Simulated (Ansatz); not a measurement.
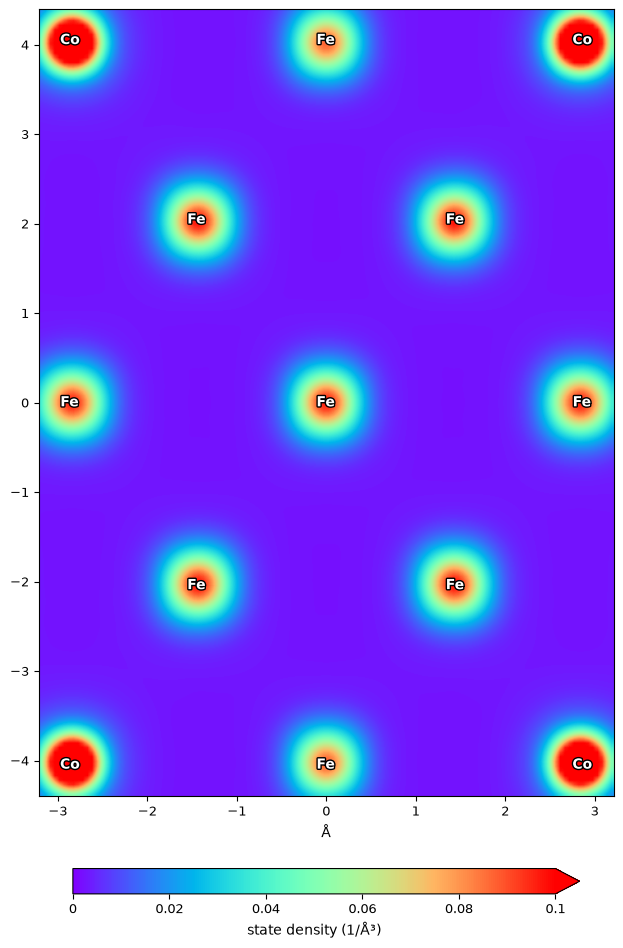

Figure. Fe15Co. Density of the Kohn–Sham states from −6.2 to −3.1 eV about the Fermi level (the middle third of the occupied valence band), scaled to one electron a cell: a map on the (101) plane of the conventional cell.

Space group Pm-3m; spin-polarised. Net moment 42.0 μB in the 16-atom cell of the calculation; other magnetic orders weren't tried. r2SCAN tends to overestimate the moments of metals. The cell comes from a database of computed structures, not from a measurement.

These are results of DFT r2SCAN, scalar-relativistic, plane waves, PAW in Ansatz, not measurements.

Core electrons are frozen (PAW), so the fields are smoothed inside the atomic spheres.

```yaml
crystal:
  lattice:
    - [5.72601, 0.00000, 0.00000]
    - [0.00000, 5.72601, 0.00000]
    - [0.00000, 0.00000, 5.72601]
  atoms:
    - { symbol: Fe, position: [0.50000, 0.50000, 0.50000] }
    - { symbol: Fe, position: [0.50000, 0.00000, 0.50000] }
    - { symbol: Fe, position: [0.50000, 0.50000, 0.00000] }
    - { symbol: Fe, position: [0.00000, 0.50000, 0.50000] }
    - { symbol: Fe, position: [0.50000, 0.00000, 0.00000] }
    - { symbol: Fe, position: [0.00000, 0.00000, 0.50000] }
    - { symbol: Fe, position: [0.00000, 0.50000, 0.00000] }
    - { symbol: Fe, position: [0.24772, 0.24772, 0.24772] }
    - { symbol: Fe, position: [0.24772, 0.75228, 0.24772] }
    - { symbol: Fe, position: [0.24772, 0.24772, 0.75228] }
    - { symbol: Fe, position: [0.75228, 0.24772, 0.24772] }
    - { symbol: Fe, position: [0.75228, 0.75228, 0.24772] }
    - { symbol: Fe, position: [0.24772, 0.75228, 0.75228] }
    - { symbol: Fe, position: [0.75228, 0.24772, 0.75228] }
    - { symbol: Fe, position: [0.75228, 0.75228, 0.75228] }
    - { symbol: Co, position: [0.00000, 0.00000, 0.00000] }
```

What is the character of these states?

Answer. Projected on a minimal set of atomic orbitals (Löwdin), they are Fe 3d (75 %) and Fe 4s (15 %).
- In space (atomic cells sized by Bader volumes) the density divides as Fe about 95 % and Co little.
- Its net spin polarisation is +66 % (up less down).

Run time: 42 s on 4 threads of Intel(R) Xeon(R) Platinum 8259CL CPU @ 2.50GHz (Skylake/Cascade Lake) (shared host), peak memory 2.2 GiB.
